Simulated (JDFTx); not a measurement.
## KI: geometry relaxation (part 1 of 2)

KI (Fm-3m, 2 atoms in the cell), computed with Kohn-Sham DFT of a periodic cell, PBE with D2, PseudoDojo-SR-PBE-0.5-standard, no spin polarisation (JDFTx 1.7.0 (patched build)).

The structure derives from an entry of the Crystallography Open Database.

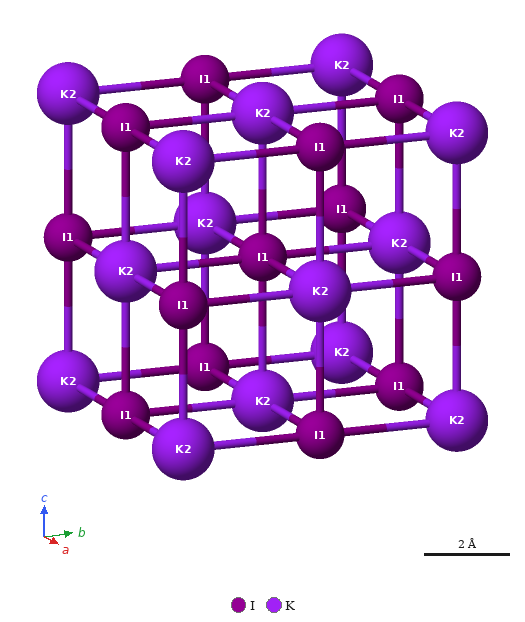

Fig. 1: The input geometry (ball-and-stick view of the cell 4 times as large as that of the calculation, set on its symmetry axes, seen slightly off an axis; atoms are numbered from 1 in the order of the input). Near neighbours in the crystal (not all of them lie inside the picture): I has 6 K at 3.53 Å; K has 6 I at 3.53 Å.

The input:
```
include KI.lattice
coords-type Lattice
include KI.ionpos

ion-species pseudo/I.upf
ion-species pseudo/K.upf
elec-cutoff 37 296
elec-ex-corr gga-PBE
van-der-waals
kpoint-folding 7 7 7
elec-smearing Fermi 0.0018374661
elec-n-bands 14
electronic-SCF nIterations 100 energyDiffThreshold 1e-09
electronic-minimize nIterations 30 energyDiffThreshold 1e-7
forces-output-coords Cartesian
lattice-minimize nIterations 40 energyDiffThreshold 1e-6

dump-name run.$VAR
dump End Ecomponents EigStats BandEigs Kpoints Forces Stress
```

File KI.lattice:
```
lattice \
    0.0000000000     6.6759772099     6.6759772099 \
    6.6759772099     0.0000000000     6.6759772099 \
    6.6759772099     6.6759772099     0.0000000000
```

File KI.ionpos:
```
ion I      0.5000000000     0.5000000000     0.5000000000 1
ion K      0.0000000000     0.0000000000     0.0000000000 1
```

Hardware: 1 thread of Arm Neoverse V1, 24 GiB of memory available, shared host.

Launch command:
```bash
jdftx -c 1 -i KI.in -o KI.out
```

What the program printed:
```
*************** JDFTx 1.7.0 (patched build) ***************

Input parsed successfully to the following command list (including defaults):
[... the input with its defaults ...]

---------- Setting up symmetries ----------

Found 48 point-group symmetries of the bravais lattice
Found 48 space-group symmetries with basis
Applied RMS atom displacement 0 bohrs to make symmetries exact.

---------- Initializing the Grid ----------
R =
[            0      6.67598      6.67598  ]
[      6.67598            0      6.67598  ]
[      6.67598      6.67598            0  ]
unit cell volume = 595.079
G =
[  -0.470582   0.470582   0.470582  ]
[   0.470582  -0.470582   0.470582  ]
[   0.470582   0.470582  -0.470582  ]
Minimum fftbox size, Smin = [  76  76  76  ]
Chosen fftbox size, S = [  80  80  80  ]

---------- Initializing tighter grid for wavefunction operations ----------
R =
[            0      6.67598      6.67598  ]
[      6.67598            0      6.67598  ]
[      6.67598      6.67598            0  ]
unit cell volume = 595.079
G =
[  -0.470582   0.470582   0.470582  ]
[   0.470582  -0.470582   0.470582  ]
[   0.470582   0.470582  -0.470582  ]
Minimum fftbox size, Smin = [  52  52  52  ]
Chosen fftbox size, S = [  54  54  54  ]

---------- Exchange Correlation functional ----------
Initalized PBE GGA exchange.
Initalized PBE GGA correlation.

---------- Setting up pseudopotentials ----------
Width of ionic core gaussian charges (only for fluid interactions / plotting) set to 0

Reading pseudopotential file 'pseudo/I.upf':
  'I' pseudopotential, 'PBE' functional
  Generated using ONCVPSP code by D. R. Hamann
  7 valence electrons, 2 orbitals, 8 projectors, 1001 radial grid points, with lMax = 3
    5S    l: 0   occupation:  2.0   eigenvalue: -0.639713
    5P    l: 1   occupation:  5.0   eigenvalue: -0.260404
  Core radius for overlap checks: 2.22 bohrs.

Reading pseudopotential file 'pseudo/K.upf':
  'K' pseudopotential, 'PBE' functional
  Generated using ONCVPSP code by D. R. Hamann
  9 valence electrons, 3 orbitals, 6 projectors, 1001 radial grid points, with lMax = 2
    3S    l: 0   occupation:  2.0   eigenvalue: -1.298836
    3P    l: 1   occupation:  6.0   eigenvalue: -0.691386
    4S    l: 0   occupation:  1.0   eigenvalue: -0.085223
  WARNING: large normalization error in atomic orbital 2s (integral: 0.980832).
  Core radius for overlap checks: 1.56 bohrs.

Initialized 2 species with 2 total atoms.

Folded 1 k-points by 7x7x7 to 343 k-points.

---------- Setting up k-points, bands, fillings ----------
Reduced to 20 k-points under symmetry.
Computing the number of bands and number of electrons
Calculating initial fillings.
nElectrons:  16.000000   nBands: 14   nStates: 20

----- Setting up reduced wavefunction bases (one per k-point) -----
average nbasis = 6397.268 , ideal nbasis = 6396.923

Initializing DFT-D2 calculator:
	 I:  C6:  546.38 Eh-a0^6  R0: 3.575 a0
	 K:  C6:  187.33 Eh-a0^6  R0: 2.806 a0

---------- Setting up ewald sum ----------
Optimum gaussian width for ewald sums = 3.032113 bohr.
Real space sum over 1331 unit cells with max indices [  5  5  5  ]
Reciprocal space sum over 2197 terms with max indices [  6  6  6  ]

---------- Allocating electronic variables ----------
Initializing wave functions:  linear combination of atomic orbitals
Note: number of bands (14) exceeds available atomic orbitals (9)
I pseudo-atom occupations:   s ( 2 )  p ( 5 )
K pseudo-atom occupations:   s ( 2 1 )  p ( 6 )
	FillingsUpdate:  mu: +0.171644712  nElectrons: 16.000000
LCAOMinimize: Iter:   0  F: -40.1194802389015308  |grad|_K:  1.710e-03  alpha:  1.000e+00
	FillingsUpdate:  mu: +0.167005674  nElectrons: 16.000000
LCAOMinimize: Iter:   1  F: -40.1241285572692590  |grad|_K:  5.023e-05  alpha:  7.799e-01  linmin:  1.794e-01  cgtest: -8.384e-01
	FillingsUpdate:  mu: +0.166999396  nElectrons: 16.000000
[... 5 lines of inner loops ...]
LCAOMinimize: Iter:   4  F: -40.1241323292078960  |grad|_K:  2.376e-08  alpha:  9.981e-01  linmin:  5.377e-03  cgtest: -3.340e-02
	FillingsUpdate:  mu: +0.167121741  nElectrons: 16.000000
LCAOMinimize: Iter:   5  F: -40.1241323292093597  |grad|_K:  9.401e-09  alpha:  1.096e+00  linmin:  3.028e-01  cgtest: -9.494e-01
LCAOMinimize: Converged (|Delta F|<1.000000e-06 for 2 iters).

--------- Lattice Minimization ---------

-------- Electronic minimization -----------
Will mix electronic density at each iteration.
	FillingsUpdate:  mu: +0.167121741  nElectrons: 16.000000
	FillingsUpdate:  mu: +0.148911344  nElectrons: 16.000000
SCF: Cycle:  0   F: -40.139521468882663   dF: -1.539e-02   |Residual|: 5.793e-02   |deigs|: 1.436e-01
	FillingsUpdate:  mu: +0.100000000  nElectrons: 16.000000
SCF: Cycle:  1   F: -40.146093092282904   dF: -6.572e-03   |Residual|: 2.459e-02   |deigs|: 1.831e-02
	FillingsUpdate:  mu: +0.100000000  nElectrons: 16.000000
SCF: Cycle:  2   F: -40.147928166323609   dF: -1.835e-03   |Residual|: 5.047e-03   |deigs|: 8.036e-03
	FillingsUpdate:  mu: +0.100000000  nElectrons: 16.000000
SCF: Cycle:  3   F: -40.148041655553875   dF: -1.135e-04   |Residual|: 1.166e-03   |deigs|: 2.378e-03
	FillingsUpdate:  mu: +0.100000000  nElectrons: 16.000000
SCF: Cycle:  4   F: -40.148070777241962   dF: -2.912e-05   |Residual|: 5.400e-04   |deigs|: 1.107e-03
	FillingsUpdate:  mu: +0.100000000  nElectrons: 16.000000
SCF: Cycle:  5   F: -40.148079097204814   dF: -8.320e-06   |Residual|: 1.409e-04   |deigs|: 5.661e-04
	FillingsUpdate:  mu: +0.100000000  nElectrons: 16.000000
SCF: Cycle:  6   F: -40.148081465804104   dF: -2.369e-06   |Residual|: 8.085e-05   |deigs|: 2.689e-04
	FillingsUpdate:  mu: +0.100000000  nElectrons: 16.000000
SCF: Cycle:  7   F: -40.148083178198782   dF: -1.712e-06   |Residual|: 4.597e-05   |deigs|: 4.601e-04
	FillingsUpdate:  mu: +0.100000000  nElectrons: 16.000000
SCF: Cycle:  8   F: -40.148083768712610   dF: -5.905e-07   |Residual|: 1.218e-05   |deigs|: 2.490e-04
	FillingsUpdate:  mu: +0.100000000  nElectrons: 16.000000
SCF: Cycle:  9   F: -40.148084158245155   dF: -3.895e-07   |Residual|: 1.096e-05   |deigs|: 3.012e-04
	FillingsUpdate:  mu: +0.100000000  nElectrons: 16.000000
SCF: Cycle: 10   F: -40.148084308001927   dF: -1.498e-07   |Residual|: 9.516e-06   |deigs|: 1.324e-04
	FillingsUpdate:  mu: +0.100000000  nElectrons: 16.000000
SCF: Cycle: 11   F: -40.148084413674034   dF: -1.057e-07   |Residual|: 1.611e-05   |deigs|: 1.927e-04
	FillingsUpdate:  mu: +0.100000000  nElectrons: 16.000000
SCF: Cycle: 12   F: -40.148084451531588   dF: -3.786e-08   |Residual|: 1.703e-05   |deigs|: 1.052e-04
	FillingsUpdate:  mu: +0.100000000  nElectrons: 16.000000
SCF: Cycle: 13   F: -40.148084477021790   dF: -2.549e-08   |Residual|: 2.164e-05   |deigs|: 3.707e-04
	FillingsUpdate:  mu: +0.100000000  nElectrons: 16.000000
SCF: Cycle: 14   F: -40.148084487406628   dF: -1.038e-08   |Residual|: 2.279e-05   |deigs|: 2.036e-04
	FillingsUpdate:  mu: +0.100000000  nElectrons: 16.000000
SCF: Cycle: 15   F: -40.148084493727943   dF: -6.321e-09   |Residual|: 2.240e-05   |deigs|: 1.228e-04
	FillingsUpdate:  mu: +0.100000000  nElectrons: 16.000000
SCF: Cycle: 16   F: -40.148084497146549   dF: -3.419e-09   |Residual|: 2.197e-05   |deigs|: 9.445e-05
	FillingsUpdate:  mu: +0.100000000  nElectrons: 16.000000
SCF: Cycle: 17   F: -40.148084498776740   dF: -1.630e-09   |Residual|: 2.426e-05   |deigs|: 7.295e-05
	FillingsUpdate:  mu: +0.100000000  nElectrons: 16.000000
SCF: Cycle: 18   F: -40.148084500446878   dF: -1.670e-09   |Residual|: 1.861e-05   |deigs|: 1.159e-04
	FillingsUpdate:  mu: +0.100000000  nElectrons: 16.000000
SCF: Cycle: 19   F: -40.148084500285258   dF: +1.616e-10   |Residual|: 2.443e-05   |deigs|: 4.108e-05
	FillingsUpdate:  mu: +0.100000000  nElectrons: 16.000000
SCF: Cycle: 20   F: -40.148084500613528   dF: -3.283e-10   |Residual|: 2.503e-05   |deigs|: 5.556e-05
	FillingsUpdate:  mu: +0.100000000  nElectrons: 16.000000
SCF: Cycle: 21   F: -40.148084502094171   dF: -1.481e-09   |Residual|: 9.881e-06   |deigs|: 4.816e-05
	FillingsUpdate:  mu: +0.100000000  nElectrons: 16.000000
SCF: Cycle: 22   F: -40.148084502373202   dF: -2.790e-10   |Residual|: 1.863e-06   |deigs|: 1.350e-05
	FillingsUpdate:  mu: +0.100000000  nElectrons: 16.000000
SCF: Cycle: 23   F: -40.148084502429938   dF: -5.674e-11   |Residual|: 1.618e-06   |deigs|: 9.108e-06
SCF: Converged (|Delta E|<1.000000e-09 for 2 iters).

Setting wave functions to eigenvectors of Hamiltonian
# Lattice vectors:
R =
[            0      6.67598      6.67598  ]
[      6.67598            0      6.67598  ]
[      6.67598      6.67598            0  ]
unit cell volume = 595.079

# Strain tensor in Cartesian coordinates:
[            0            0            0  ]
[            0            0            0  ]
[            0            0            0  ]

# Stress tensor in Cartesian coordinates [Eh/a0^3]:
[  4.89561e-06            0            0  ]
[            0  4.89561e-06            0  ]
[            0            0  4.89561e-06  ]

# Ionic positions in lattice coordinates:
ion I   0.500000000000000   0.500000000000000   0.500000000000000 1
ion K   0.000000000000000   0.000000000000000   0.000000000000000 1

# Forces in Cartesian coordinates:
force I  -0.000000000000000  -0.000000000000000   0.000000000000000 1
force K   0.000000000000000   0.000000000000000   0.000000000000000 1

# Energy components:
   Eewald =      -27.4618377979963277
       EH =        9.5641717698539441
     Eloc =      -34.4221559306554781
      Enl =        6.1569470321026216
     EvdW =       -0.0188587909816862
      Exc =      -10.4117773961448332
 Exc_core =        2.9740955428972140
       KE =       13.4713310684946155
-------------------------------------
     Etot =      -40.1480845024299313
       TS =        0.0000000000000083
-------------------------------------
        F =      -40.1480845024299384

LatticeMinimize: Iter:   0  F: -40.148084502429938  |grad|_K:  5.999e-04

#--- Lowdin population analysis ---
# oxidation-state I -0.618
# oxidation-state K +0.667

-------- Electronic minimization -----------
Will mix electronic density at each iteration.
	FillingsUpdate:  mu: +0.100000000  nElectrons: 16.000000
	FillingsUpdate:  mu: +0.100000000  nElectrons: 16.000000
SCF: Cycle:  0   F: -40.148084858350572   dF: -4.506e-09   |Residual|: 3.561e-06   |deigs|: 5.860e-06
	FillingsUpdate:  mu: +0.100000000  nElectrons: 16.000000
SCF: Cycle:  1   F: -40.148084859358036   dF: -1.007e-09   |Residual|: 9.387e-06   |deigs|: 4.944e-06
	FillingsUpdate:  mu: +0.100000000  nElectrons: 16.000000
SCF: Cycle:  2   F: -40.148084859346248   dF: +1.179e-11   |Residual|: 1.183e-05   |deigs|: 4.314e-06
	FillingsUpdate:  mu: +0.100000000  nElectrons: 16.000000
SCF: Cycle:  3   F: -40.148084859498475   dF: -1.522e-10   |Residual|: 7.819e-06   |deigs|: 1.020e-05
	FillingsUpdate:  mu: +0.100000000  nElectrons: 16.000000
SCF: Cycle:  4   F: -40.148084859590270   dF: -9.180e-11   |Residual|: 2.626e-06   |deigs|: 4.847e-06
SCF: Converged (|Delta E|<1.000000e-09 for 2 iters).

Setting wave functions to eigenvectors of Hamiltonian
LatticeMinimize: 	Wolfe criterion not satisfied: alpha: 1  (E-E0)/|gdotd0|: -0.992422  gdotd/gdotd0: 0.984167 (taking cubic step)

-------- Electronic minimization -----------
Will mix electronic density at each iteration.
	FillingsUpdate:  mu: +0.100000000  nElectrons: 16.000000
	FillingsUpdate:  mu: +0.100000000  nElectrons: 16.000000
SCF: Cycle:  0   F: -40.148085553742980   dF: -1.811e-08   |Residual|: 8.141e-06   |deigs|: 2.967e-06
	FillingsUpdate:  mu: +0.100000000  nElectrons: 16.000000
SCF: Cycle:  1   F: -40.148085557580096   dF: -3.837e-09   |Residual|: 1.795e-05   |deigs|: 2.741e-06
	FillingsUpdate:  mu: +0.100000000  nElectrons: 16.000000
SCF: Cycle:  2   F: -40.148085557343073   dF: +2.370e-10   |Residual|: 2.446e-05   |deigs|: 2.493e-06
	FillingsUpdate:  mu: +0.100000000  nElectrons: 16.000000
SCF: Cycle:  3   F: -40.148085558058334   dF: -7.153e-10   |Residual|: 1.311e-05   |deigs|: 3.751e-06
	FillingsUpdate:  mu: +0.100000000  nElectrons: 16.000000
SCF: Cycle:  4   F: -40.148085558329662   dF: -2.713e-10   |Residual|: 4.371e-06   |deigs|: 4.999e-06
SCF: Converged (|Delta E|<1.000000e-09 for 2 iters).

Setting wave functions to eigenvectors of Hamiltonian
LatticeMinimize: 	Wolfe criterion not satisfied: alpha: 3  (E-E0)/|gdotd0|: -2.93397  gdotd/gdotd0: 0.955039 (taking cubic step)

-------- Electronic minimization -----------
Will mix electronic density at each iteration.
	FillingsUpdate:  mu: +0.100000000  nElectrons: 16.000000
	FillingsUpdate:  mu: +0.100000000  nElectrons: 16.000000
SCF: Cycle:  0   F: -40.148086889260874   dF: -8.610e-08   |Residual|: 4.061e-05   |deigs|: 2.056e-06
	FillingsUpdate:  mu: +0.100000000  nElectrons: 16.000000
SCF: Cycle:  1   F: -40.148086893076162   dF: -3.815e-09   |Residual|: 2.057e-05   |deigs|: 6.066e-06
	FillingsUpdate:  mu: +0.100000000  nElectrons: 16.000000
SCF: Cycle:  2   F: -40.148086893992350   dF: -9.162e-10   |Residual|: 3.814e-06   |deigs|: 6.679e-06
	FillingsUpdate:  mu: +0.100000000  nElectrons: 16.000000
SCF: Cycle:  3   F: -40.148086894032531   dF: -4.018e-11   |Residual|: 1.933e-06   |deigs|: 1.216e-06
SCF: Converged (|Delta E|<1.000000e-09 for 2 iters).

Setting wave functions to eigenvectors of Hamiltonian
# Lattice vectors:
R =
[            0      6.67405      6.67405  ]
[      6.67405            0      6.67405  ]
[      6.67405      6.67405            0  ]
unit cell volume = 594.564
```
